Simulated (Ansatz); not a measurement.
# Ta₈N₇: what the fields show

Input file:

```
crystal:
  lattice:
    - [0.0, 4.41, 4.41]
    - [4.41, 0.0, 4.41]
    - [4.41, 4.41, 0.0]
  atoms:
    - { symbol: Ta, position: [0.0, 0.0, 0.0] }
    - { symbol: Ta, position: [0.0, 0.0, 0.5] }
    - { symbol: Ta, position: [0.0, 0.5, 0.0] }
    - { symbol: Ta, position: [0.0, 0.5, 0.5] }
    - { symbol: Ta, position: [0.5, 0.0, 0.0] }
    - { symbol: Ta, position: [0.5, 0.0, 0.5] }
    - { symbol: Ta, position: [0.5, 0.5, 0.0] }
    - { symbol: Ta, position: [0.5, 0.5, 0.5] }
    - { symbol: "N", position: [0.25, 0.25, 0.75] }
    - { symbol: "N", position: [0.25, 0.75, 0.25] }
    - { symbol: "N", position: [0.25, 0.75, 0.75] }
    - { symbol: "N", position: [0.75, 0.25, 0.25] }
    - { symbol: "N", position: [0.75, 0.25, 0.75] }
    - { symbol: "N", position: [0.75, 0.75, 0.25] }
    - { symbol: "N", position: [0.75, 0.75, 0.75] }
scf:
  occupations: { method: gaussian, width: 0.2 }
output:
  forces: true
  stress: true
  eigenvalues: true
  write_density: true
  write_potential: true
  elf: true
  volumetric_format: npy
kpoints:
  mp_grid: { grid: [12, 12, 12] }
hamiltonian:
  xc: pbesol
relax:
  f_tol: 0.003
  max_steps: 60
  cell: { stress_tol: 0.05 }
```

Command:

```sh
ansatz run input.yaml --threads 8 --pin off --max-ram 24576MiB --backend cpu --events-out ev --progress --plain --runs-dir out
```

Below, planes, directions and counts refer to the conventional cell (a = 8.71 Å, b = 8.71 Å, c = 8.71 Å, α = 90.00°, β = 90.00°, γ = 90.00°).

The fields are those of the run's last geometry, not of the input's.

Space group Fm-3m; a generated structure, not necessarily the stable one; computed without spin polarisation.

These are results of Ansatz, DFT PBEsol, scalar-relativistic, plane waves, PAW, not measurements.

In a PAW calculation such maps are meaningful between the atoms, not at the nuclei.

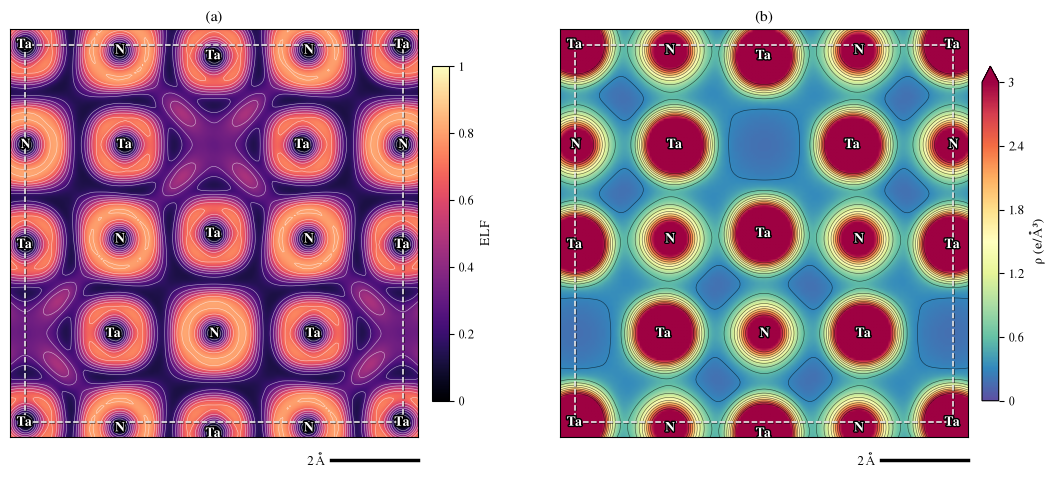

Figure 1. (a) electron localisation function; (b) valence electron density on the (100) plane of the conventional cell.

Describe what can be read from this map.

Answer. Atoms in the plane: Ta and N.
Ta–N (2.18 Å): ρ at the midpoint is about 0.56 e/Å³; the ELF peaks at about 0.80 in the valence shell of N, 0.7 Å from its nucleus, and is about 0.15 at the midpoint: no localised pair shows between them.
Ta–Ta (2.90 Å): ρ is about 0.33 e/Å³ halfway; the ELF is about 0.40 at the midpoint.
Ta–N (2.31 Å): the density is about 0.47 e/Å³ at the midpoint; the ELF peaks at about 0.80 in the valence shell of N, 0.7 Å from its nucleus, and is about 0.20 at the midpoint: no localised pair shows between them.
Between the atoms the lowest density in this plane is 0.18 e/Å³.
The features right at Ta lie inside the PAW spheres, where the map follows smoothed inner orbitals and isn't to be read closely.

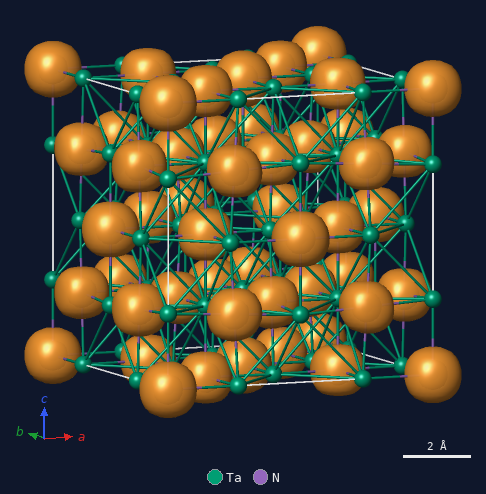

Figure 2. Isosurface of the ELF at 0.7 (orange), seen slightly off an axis. Core shells and regions of very low density are left out. Sticks mark near contacts.

Describe the localisation domains.

Answer. The surface consists of 28 regions wrapped around N (the valence shell of each), counted in one cell of 60 atoms. Regions shared between cells count once.

Metal or insulator at this level of theory?

Answer. It is metallic or semimetallic at this level of theory: no gap opens; semilocal functionals without U, or without the true magnetic order, often close the gap of such compounds.
